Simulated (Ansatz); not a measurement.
Read the following structure.

```
Ge
1.0
     3.99697    0.00000    0.00000
    -1.99848    3.46148    0.00000
     0.00000    0.00000   22.42634
Ge
6
Direct
  0.33333 0.66667 0.33422
  0.66667 0.33333 0.36909
  0.66667 0.33333 0.48176
  0.33333 0.66667 0.51824
  0.33333 0.66667 0.63091
  0.66667 0.33333 0.66578
```

Characterise the structure given above.

The element is germanium. The cell holds six atoms. Ge takes three kinds of site: 2d with three Ge in a trigonal pyramidal arrangement at 2.44 Å; 2d with four Ge in a tetrahedral arrangement at 2.44 to 2.53 Å; 2d with four Ge in a tetrahedral arrangement at 2.45 to 2.53 Å. The bonds build Ge layers parallel to (001).

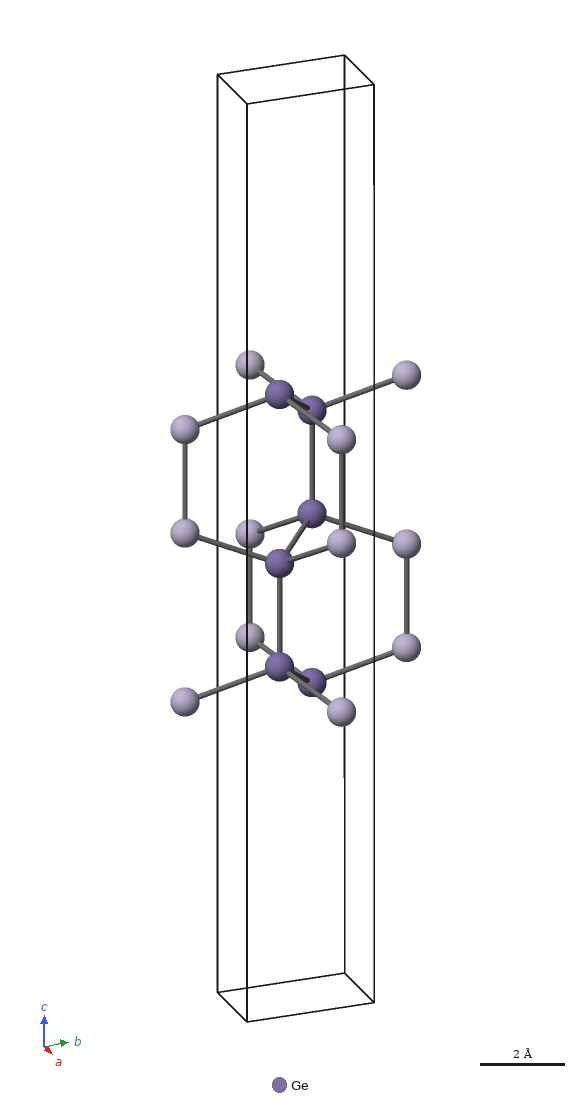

An orthographic ball-and-stick view of the structure, slightly off an axis. The wireframe shows the simulation cell. Atoms of adjacent cells appear where they bond to atoms in the box, in fainter colours. Colours: germanium purple.

The cell started as a structure listed in the Materials Project, from which a slab was cut. The atoms were relaxed in a fixed cell with DFT PBEsol, scalar-relativistic, plane waves, PAW in Ansatz.
